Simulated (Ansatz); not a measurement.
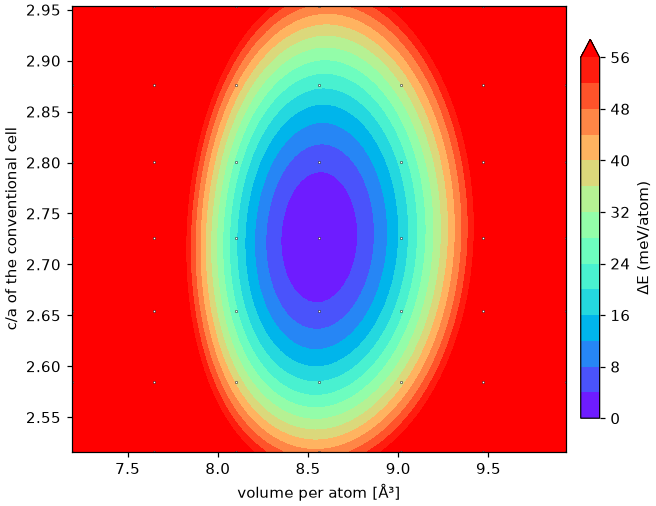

Al2O3 (R-3c, No. 167; 10 atoms in the cell). The energy is mapped over volume and the cell's shape. First axis: volume per atom. Second axis: c/a of the conventional cell. Nothing is relaxed (fractional coordinates fixed). Grid: 7 × 7 points. Points are written as (first, second). Energies: meV/atom, counted from the lowest grid point. All numbers below come from DFT PBEsol, scalar-relativistic, plane waves, PAW in Ansatz. Settings: cutoff 520 eV, k-mesh 6×6×6, gaussian smearing 0.05 eV, no spin polarisation.

In the figure: filled contours, dots at the grid points, one colour for all values above the top of the scale. Between grid points the surface is interpolated.

Question: Where is the minimum, and how stiff is the well along each coordinate?

Answer: The interpolated minimum is at volume per atom ≈ 8.56 Å³, c/a of the conventional cell ≈ 2.726. The curvatures there are about 1.8 eV/(Å³)² and 19 eV, with a cross term of about −0.3 eV/Å³ (per cell of 10 atoms). Round the minimum the two coordinates are nearly uncoupled.

PAW datasets: the set soft_1.
